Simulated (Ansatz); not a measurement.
## Electronic structure of Ga₂O₃ in real space

```
Ga O
1.0
    12.25568    0.00000    0.00507
     0.00000    3.03906    0.00000
    -1.38839    0.00000    5.63998
Ga O
8 12
Cartesian
  0.0059 0.0000 4.4831
  6.1338 1.5195 4.4856
  4.7335 1.5195 1.1595
  10.8614 0.0000 1.1620
  1.5087 1.5195 1.7745
  7.6366 0.0000 1.7770
  3.2307 0.0000 3.8680
  9.3586 1.5195 3.8706
  1.8609 0.0000 0.6165
  7.9888 1.5195 0.6190
  2.8785 1.5195 5.0260
  9.0063 0.0000 5.0286
  1.3420 0.0000 3.1791
  7.4699 1.5195 3.1817
  3.3974 1.5195 2.4634
  9.5253 0.0000 2.4659
  5.7349 0.0000 1.4086
  11.8627 1.5195 1.4111
  -0.9872 1.5195 4.1948
  5.1407 0.0000 4.1973
```

Space group Cm; changed on purpose from its base cell (atom 9 (O) moved -0.040 A towards its neighbour atom 10 (O) at 2.811 A).

Theory: DFT r2SCAN, scalar-relativistic, plane waves, PAW (Ansatz).

The density is the valence pseudo-density of a PAW calculation; it isn't the true density close to the nuclei.

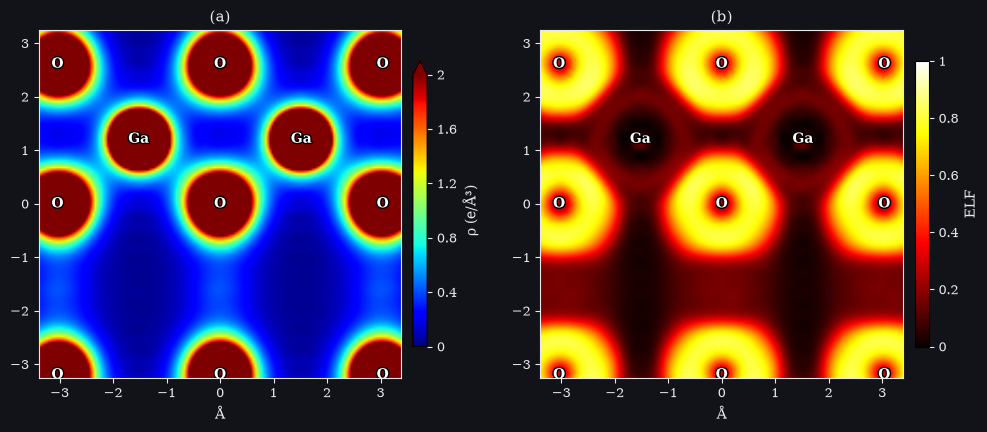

Figure 1. (a) valence pseudo-density; (b) ELF on the (100) plane of the conventional cell.

Interpret the plot.

- The plane passes through Ga and O nuclei.
- Atoms just off the plane (Ga, 0.9 Å away) can leave unmarked features too.
- Ga–O (1.94 Å): ρ is about 0.66 e/Å³ halfway; the ELF peaks at about 0.85 in the valence shell of O, 0.6 Å from its nucleus, and is about 0.35 at the midpoint.
- Ga–O (2.08 Å): the density is about 0.49 e/Å³ at the midpoint; the ELF peaks at about 0.85 in the valence shell of O, 0.6 Å from its nucleus, and is about 0.30 at the midpoint (no shared electron pair shows on this line).
- Between the atoms the lowest density in this plane is 0.03 e/Å³.

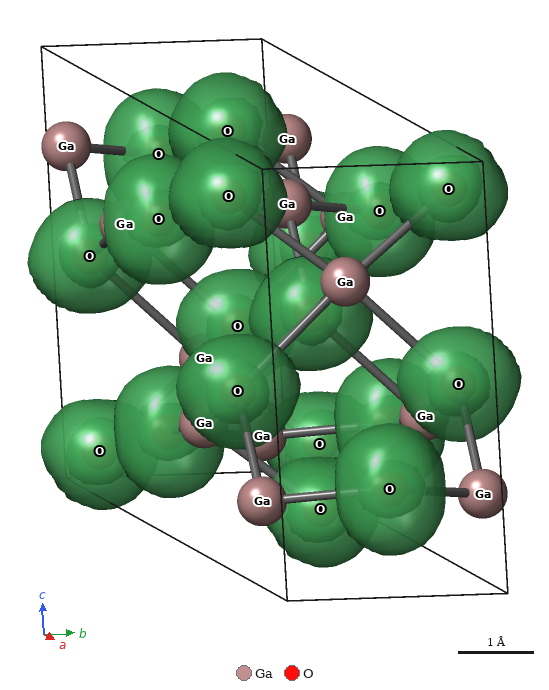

Figure 2. Isosurface of the ELF at 0.75 (green), seen slightly off an axis. Only the valence region is drawn (cores and ρ < 0.01 e/Å³ removed). Sticks mark near contacts.

Identify the bonds, lone pairs and shells in this picture.

The surface consists of twelve regions wrapped around O (the valence shell of each), counted in one cell of 20 atoms. Regions shared between cells count once.


Ga–O (1.83 Å): the ELF peaks at about 0.80 in the valence shell of O, 0.6 Å from its nucleus, and is about 0.40 at the midpoint.

Does the calculation give a band gap?

It is gapped, with a Kohn–Sham gap of 3.0 eV on the k-point mesh, an upper bound to the gap of this method.
